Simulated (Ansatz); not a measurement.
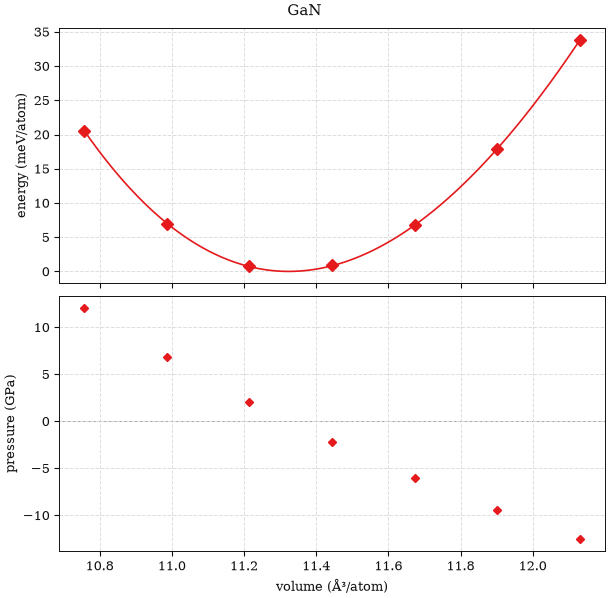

The figure shows the energy and pressure against volume for GaN, space group F-43m (No. 216).

The given structure:
```yaml
crystal:
  lattice:
    - [0.00000, 2.25350, 2.25350]
    - [2.25350, 0.00000, 2.25350]
    - [2.25350, 2.25350, 0.00000]
  atoms:
    - { symbol: Ga, position: [0.00000, 0.00000, 0.00000] }
    - { symbol: N, position: [0.25000, 0.25000, 0.25000] }
```

Computed with Ansatz 0.2.0: plane-wave DFT, no spin polarisation; energies at scaled volumes of the given cell, shape and fractions fixed, counted from the fit's minimum, third-order Birch-Murnaghan fit. Level: BHLYP.

- k mesh: 5×5×5
- occupations: Fermi–Dirac
- smearing width: 0.05 eV
- potentials: Ansatz PAW
- wave cutoff: 420 eV
- density cutoff: 1680 eV

Question: Give the fitted equation-of-state parameters.

Answer: A third-order Birch–Murnaghan fit gives V0 = 11.32 Å³/atom, B0 = 212 GPa and B′ = 4.2.

Question: What does the pressure do across the range?

Answer: It falls from 12.07 GPa at volume 10.76 Å³/atom to −12.57 GPa at 12.13 Å³/atom, and changes sign near 11.33 Å³/atom.

Caveats: coarse k mesh; the functional was run on potentials made for another functional.

The computed values:

```csv
volume (Å³/atom),energy (meV/atom),pressure (GPa)
10.76,20.57,12.07
10.99,6.91,6.81
11.21,0.77,2.09
11.44,0.88,-2.16
11.67,6.77,-6.00
11.90,17.86,-9.45
12.13,33.85,-12.57
```
